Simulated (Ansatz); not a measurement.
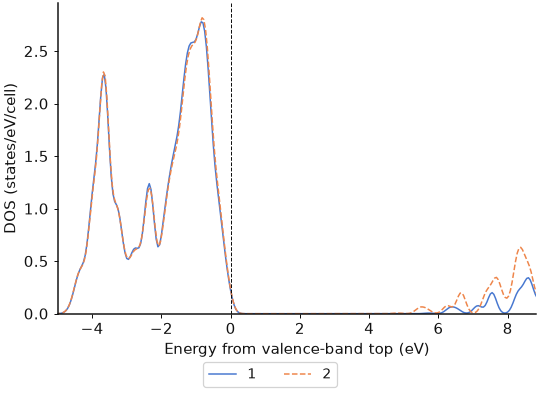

Total densities of states of MgO, space group I4/mmm (No. 139), 2 atoms in the cell, rocksalt type, uniaxial (x) strain −0.3%, by two methods on the same cell. The curves are built from the levels of the k mesh with Gaussians 0.3 eV wide, which also blur the band edges. Each is counted from its own valence-band top.

Q: Which curve is which? The methods: PBE, r2SCAN.

A: 1 is r2SCAN; 2 is PBE. r2SCAN gives a gap of 5.72 eV and PBE gives a gap of 4.83 eV.

Settings. r2SCAN: DFT, r2SCAN, plane waves, PAW, no spin polarisation, 10×10×10 k mesh, 500 eV cutoff (Ansatz 0.2.0). PBE: DFT, PBE, plane waves, PAW, no spin polarisation, 10×10×10 k mesh, 420 eV cutoff, Fermi-Dirac smearing of 0.02 eV (Ansatz 0.2.0).
